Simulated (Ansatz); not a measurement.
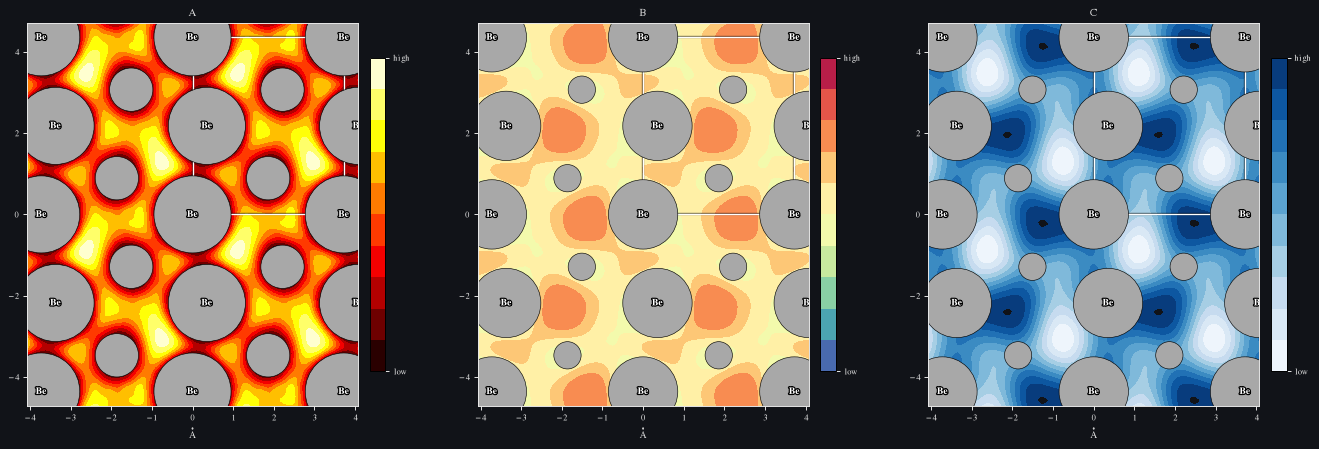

Be: 3 fields on the (101) plane of the conventional cell, with unlabelled colour scales. Grey discs cover the atomic cores.

Space group P4₂/mnm; a structure from a database of computed crystals, not necessarily the ambient phase.

All numbers below come from DFT, PBEsol, PAW with Ansatz's default frozen-core files, scalar-relativistic (Ansatz 0.2.0).

Q: Match the panels to the quantities (electron localisation function, electrostatic potential energy of an electron and valence pseudo-density).

A: Panel A: electrostatic potential energy of an electron (low next to the atoms, rising into the space between them). Panel B: electron localisation function. Panel C: valence pseudo-density. From the grid: Be–Be (2.21 Å): ρ is about 0.27 e/Å³ halfway; the ELF peaks at about 0.65 between the atoms.
